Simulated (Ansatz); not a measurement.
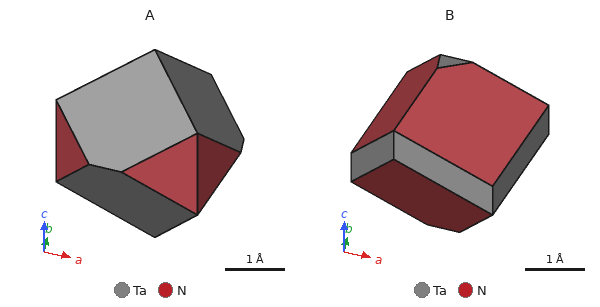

Computed Voronoi cells of the 2 sites of this structure, drawn to one scale and in one orientation; each face has the colour of the neighbour behind it.

TaN, space group P6_3/mmc (No. 194), a = 2.917 Å, b = 2.917 Å, c = 5.915 Å, α = 90.00°, β = 90.00°, γ = 120.00°

| site | Wyckoff | x | y | z |
| --- | --- | --- | --- | --- |
| Ta | 2a | 0.0000 | 0.0000 | 0.0000 |
| N | 2c | 0.3333 | 0.6667 | 0.2500 |

Source: the geometry relaxed with Ansatz 0.2.0, DFT PBE, scalar-relativistic, plane waves, PAW.

Question: Which cell belongs to which site?

Answer: A is N (12 faces above 1 % of the solid angle, 10.9 Å³, mostly facing Ta); B is Ta (12 faces above 1 % of the solid angle, 10.9 Å³, mostly facing N).
